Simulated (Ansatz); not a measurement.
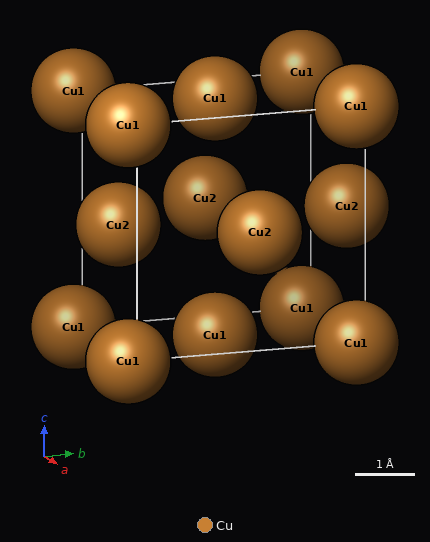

Figure 1. The structure (spheres-only view of the cell 2 times as large as that of the calculation, set on its symmetry axes, seen slightly off an axis; atoms are numbered from 1 in the order of the input). An atom can appear more than once, as a periodic image.

**Cu: a changed input and its effect**

System: Cu (Cmcm, 2 atoms in the cell).
Method of the first run: DFT PBE, scalar-relativistic, plane waves, PAW, PAW set soft_1, no spin polarisation (Ansatz 0.2.0).

The structure derives from a Materials Project entry. Text and figures count atoms from 1; the logs count them from 0 in places.

**The input, the first run**
```yaml
crystal:
  lattice:
    - [-1.4732621048, 1.4732621048, 1.3819816208]
    - [1.4732621048, -1.4732621048, 1.3819816208]
    - [2.9465242096, 2.9465242096, 0.0]
  atoms:
    - { symbol: Cu, position: [-0.0383967946, 0.0383967946, 0.0] }
    - { symbol: Cu, position: [0.5383967946, 0.4616032054, 0.5] }
basis:
  ecutwfc: 520.0
kpoints:
  mp_grid: { grid: [20, 20, 12] }
hamiltonian:
  xc: pbe
  pseudopotentials: { kind: paw, azcp: { folder: soft_1 } }
scf:
  occupations: { method: gaussian, width: 0.15 }
output:
  forces: true
  stress: true
  eigenvalues: true
```

Launched with:
```bash
ansatz run input.yaml --threads 2 --pin off --max-ram 4096MiB --backend cpu --events-out ev --progress --plain --runs-dir out
```

Hardware: 2 threads of Arm Neoverse N1, 98 GiB of memory available, shared host.

**Output, shortened to warnings, some set-up lines, iterations and results (the first run)**
```
Basis set: ecut = 520 eV, 629 PW (Γ), exchange–correlation on 40×40×64 points (8 copies of the dense FFT grid, shifted against one another)
Symmetry: 8 space group operations
k-points: 777 of 4800
Initial density: superposition of atomic densities (chi_scale 0.1, normalization cell)
[...]
SCF iter   1: F=—  HF=-13252.123293 eV  |F-HF|=—  |Δ(HF+E_count)|=         —  Δρ=2.63e-1  dr2=9.98e0  ethr=3.10e-3  ⟨swp⟩=4.2  Hψ=63115  notcnv=0
SCF iter   2: F=—  HF=-13250.756031 eV  |F-HF|=—  |Δ(HF+E_count)|=    1.37e0  Δρ=1.18e-1  dr2=2.27e0  ethr=3.10e-3  ⟨swp⟩=2.0  Hψ=34806  notcnv=0  defer=99
SCF iter   3: F=—  HF=-13250.365795 eV  |F-HF|=—  |Δ(HF+E_count)|=   3.90e-1  Δρ=4.15e-2  dr2=2.82e-1  ethr=3.10e-3  ⟨swp⟩=2.1  Hψ=25639  notcnv=0  defer=99
SCF iter   4: F=—  HF=-13250.310861 eV  |F-HF|=—  |Δ(HF+E_count)|=   5.49e-2  Δρ=3.33e-3  dr2=1.23e-3  ethr=7.41e-4  ⟨swp⟩=2.0  Hψ=27176  notcnv=0  defer=99
SCF iter   5: F=—  HF=-13250.314373 eV  |F-HF|=—  |Δ(HF+E_count)|=   3.51e-3  Δρ=8.10e-4  dr2=8.68e-5  ethr=3.23e-6  ⟨swp⟩=2.2  Hψ=34051  notcnv=0  defer=101
SCF iter   6: F=—  HF=-13250.314352 eV  |F-HF|=—  |Δ(HF+E_count)|=   2.10e-5  Δρ=3.86e-5  dr2=1.18e-7  ethr=2.28e-7  ⟨swp⟩=2.0  Hψ=25425  notcnv=0  defer=101
SCF iter   7: F=-13250.314353 eV  HF=-13250.314353 eV  |F-HF|=8.08e-10  |Δ(HF+E_count)|=   2.05e-7  Δρ=4.44e-6  dr2=1.14e-9  ethr=2.63e-10  ⟨swp⟩=5.6  Hψ=79551  notcnv=0
SCF 1 converged in 7 iterations: F = -13250.314353 eV  dr2 = 1.14e-9
SCF converged after 7 iterations
Free energy (F): -13250.314353 eV
Harris-Foulkes:  -13250.314353 eV  (|F-HF|=8.08e-10)
Internal energy: -13250.306014 eV  (E = F + TS)
E sigma→0 (E₀):  -13250.310183 eV
Entropy (-TS):   -0.008339 eV (-4.169 meV/atom)
Fermi energy:    16.012450 eV
--- Per-component energies (eV) ---
  E_band       = -745.680083
  E_kinetic    = 522.386440
  E_local      = -9070.343739  (includes V_loc(G=0)·N_el)
  E_nonlocal   = 1782.829112
  E_hartree    = 3841.940491
  E_xc         = -137.603472
  E_vxc        = -177.665849  (∫ρ·V_xc dr)
  E_paw        = -3632.033563  (= ΣΔE_a)
  E_vpaw       = -1486.769666  (= ΣTr[D̂ρ^β])
  E_aug_tail   = 0.000734  (compensation charges beyond the density's cutoff)
  E_ewald      = -6557.482018
  E_smearing   = -0.008339  (= −TS)
  E_closure    = 0.000000  (closes the sum)
  Σ components = -13250.314353   (vs F -13250.314353, Δ=0.00e0)
--- Forces (eV/Å), atoms counted from 1 ---
  atom   1  Cu     0.03095447    -0.03095447     0.00000000
  atom   2  Cu    -0.03095447     0.03095447     0.00000000
  max |Σ_I F_I| component: 0.00e0 eV/Å
--- Stress (GPa, compression-positive) ---
        0.574000      -1.096083       0.000000
       -1.096083       0.574000       0.000000
        0.000000       0.000000      -1.111110
  P = ⅓ Tr σ = 0.0123 GPa (0.123 kbar)
```

For the second run the input was changed thus:
```diff
+  max_iter: 75
+magnetization:
+  spin_polarized: true
+  initial_magnetization: 7
```

What does this change do to the results?

The energy is the same within 0.01 meV per atom. With spin allowed, the absolute moment of the cell comes to 0.00 μB. The SCF takes 14 iterations against 7. On the same kind of shared host the second run took about 4.2 times as long.

**Output, shortened to warnings, some set-up lines, iterations and results (the second run)**
```
WARN: the starting moments were not kept: the SCF closed with an absolute magnetisation of 6.9e-7 μB, where they sum to 7 μB in size (2 sites). That is at most 0.1 of that sum. Measured as dr2_m measures the in/out step, that magnetisation stands 7.0e-14 eV from none, at or under the dr2_threshold of 1.0e-7 eV: it is no larger than a step whose dr2_m would equal this threshold. The system may …
Basis set: ecut = 520 eV, 629 PW (Γ), exchange–correlation on 40×40×64 points (8 copies of the dense FFT grid, shifted against one another)
Symmetry: 8 space group operations
k-points: 777 of 4800
Initial density: superposition of atomic densities (chi_scale 0.1, normalization cell)
[...]
SCF iter   1: F=—  HF=-13232.098939 eV  |F-HF|=—  |Δ(HF+E_count)|=         —  Δρ=4.17e-1 (↑4.17e-1 ↓1.89e-1)  dr2=5.27e1  dr2_m=2.92e0  M=7.000 μB ∫|m|=7.000 μB  β_m=1.00  …
SCF iter   2: F=—  HF=-13247.524392 eV  |F-HF|=—  |Δ(HF+E_count)|=         —  Δρ=4.52e-1 (↑2.88e-1 ↓4.52e-1)  dr2=3.15e0  dr2_m=2.98e1  M=0.567 μB ∫|m|=0.581 μB  β_m=0.30  …
SCF iter   3: F=—  HF=-13248.047758 eV  |F-HF|=—  |Δ(HF+E_count)|=   5.23e-1  Δρ=2.90e-1 (↑2.90e-1 ↓1.91e-1)  dr2=2.06e0  dr2_m=1.26e1  M=0.736 μB ∫|m|=0.837 μB  β_m=0.30  …
SCF iter   4: F=—  HF=-13248.819307 eV  |F-HF|=—  |Δ(HF+E_count)|=   7.72e-1  Δρ=1.98e-1 (↑1.98e-1 ↓1.90e-1)  dr2=1.11e-1  dr2_m=8.28e0  M=0.432 μB ∫|m|=0.537 μB  β_m=0.30  …
SCF iter   5: F=—  HF=-13249.498022 eV  |F-HF|=—  |Δ(HF+E_count)|=   6.79e-1  Δρ=1.55e-1 (↑1.42e-1 ↓1.55e-1)  dr2=1.73e-2  dr2_m=4.86e0  M=0.292 μB ∫|m|=0.392 μB  β_m=0.30  …
[... 5 lines ...]
SCF iter  11: F=—  HF=-13250.314348 eV  |F-HF|=—  |Δ(HF+E_count)|=   1.61e-4  Δρ=1.37e-4 (↑8.90e-5 ↓1.37e-4)  dr2=6.76e-7  dr2_m=2.63e-6  M=-0.001 μB ∫|m|=0.002 μB  β_m=0.93  …
SCF iter  12: F=—  HF=-13250.314352 eV  |F-HF|=—  |Δ(HF+E_count)|=   4.85e-6  Δρ=2.70e-5 (↑2.70e-5 ↓2.23e-5)  dr2=3.47e-9  dr2_m=1.33e-7  M=-0.000 μB ∫|m|=0.000 μB  β_m=0.97  …
SCF iter  13: F=—  HF=-13250.314353 eV  |F-HF|=—  |Δ(HF+E_count)|=   1.41e-7  Δρ=1.54e-6 (↑1.42e-6 ↓1.54e-6)  dr2=1.28e-10  dr2_m=4.00e-10  M=-0.000 μB ∫|m|=0.000 μB  …
SCF iter  14: F=-13250.314353 eV  HF=-13250.314353 eV  |F-HF|=0.00e0  |Δ(HF+E_count)|=   1.33e-9  Δρ=1.93e-7 (↑1.93e-7 ↓1.03e-7)  dr2=3.73e-12  dr2_m=2.78e-12  M=-0.000 μB …
SCF 1 converged in 14 iterations: F = -13250.314353 eV  dr2 = 3.73e-12
WARN: the starting moments were not kept: the SCF closed with an absolute magnetisation of 6.9e-7 μB, where they sum to 7 μB in size (2 sites). That is at most 0.1 of that sum. Measured as dr2_m measures the in/out step, that magnetisation stands 7.0e-14 eV from none, at or under the dr2_threshold …
SCF converged after 14 iterations
Magnetization: -0.0000 μB (19.0000 up, 19.0000 down)
Absolute magnetization: 0.0000 μB (∫|ρ↑−ρ↓|, with the PAW one-centre terms)
Spin contamination: 0.0000 ħ² per cell (⟨S²⟩ above its minimum at these occupations)
Per-site moments (μB) at R_I (Å): [(-9.372585454516928e-8, 1.031322239346254), (-9.372585464045184e-8, 1.031322239346254)]
Free energy (F): -13250.314353 eV
Harris-Foulkes:  -13250.314353 eV  (|F-HF|=0.00e0)
Internal energy: -13250.306014 eV  (E = F + TS)
E sigma→0 (E₀):  -13250.310183 eV
Entropy (-TS):   -0.008339 eV (-4.169 meV/atom)
Fermi energy:    16.012472 eV
--- Per-component energies (eV) ---
  E_band       = -745.678857
  E_kinetic    = 522.386590
  E_local      = -9070.338067  (includes V_loc(G=0)·N_el)
  E_nonlocal   = 1782.827823
  E_hartree    = 3841.935812
  E_xc         = -137.603645
  E_vxc        = -177.666078  (∫ρ·V_xc dr)
  E_paw        = -3632.033243  (= ΣΔE_a)
  E_vpaw       = -1486.761328  (= ΣTr[D̂ρ^β])
[...]
```

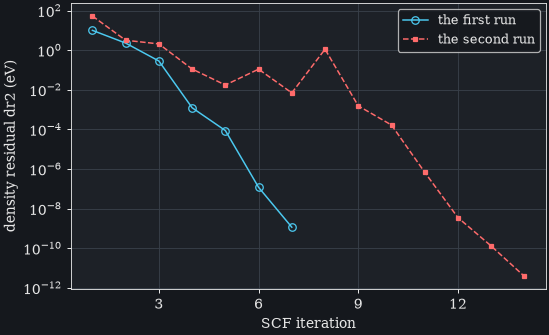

Figure 2. Convergence of the two runs: density residual dr2 against the SCF iteration. The first run takes 7 iterations in all, and the second run takes 14.

**The two runs side by side**

```tsv
quantity	the first run	the second run
outcome	converged	converged
free energy per atom (eV)	−6625.1572	−6625.1572
energy per atom, smearing taken to zero (eV)	−6625.1551	−6625.1551
gap on the mesh (eV)	0.00	0.00
pressure (GPa)	0.01	0.01
largest force (eV/Å)	0.044	0.044
SCF iterations	7	14
irreducible k-points	777	777
plane waves at Γ	629	629
net moment of the cell (μB)	–	0.00
absolute moment of the cell (μB)	–	0.00
wall time (shared host)	26 s	1.8 min
```

For the second run: A setting was made wrong on purpose: an impossible spin (`magnetization`). It did no harm here: the run converged to the energy of the sound run within 1 meV per atom. Warnings: some starting moments were not kept.
